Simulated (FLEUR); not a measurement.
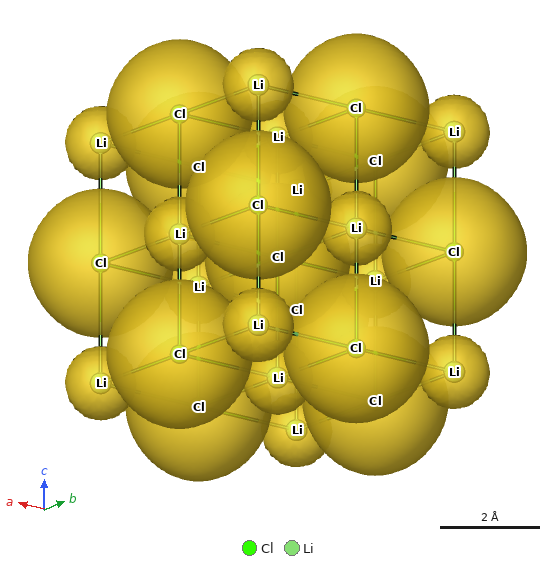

Figure. LiCl. Isosurface of the electron density at 0.1 e/Å³ (yellow), seen at an oblique angle. Sticks mark near contacts.

Space group Fm-3m.

The calculation used Kohn-Sham DFT of a periodic cell, PBE, all-electron (FLEUR MaX-R8.1 (later development tree)).

The calculation treats all electrons.

Q: How is the density connected at this value?

A: At this value the density breaks into separate islands. It bridges none of the near contacts. It is pinched off along the shortest Li–Cl (2.56 Å) contacts. On the grid the lowest density along these lines, outside the cores, is 0.09 e/Å³ (Li–Cl, 2.56 Å).
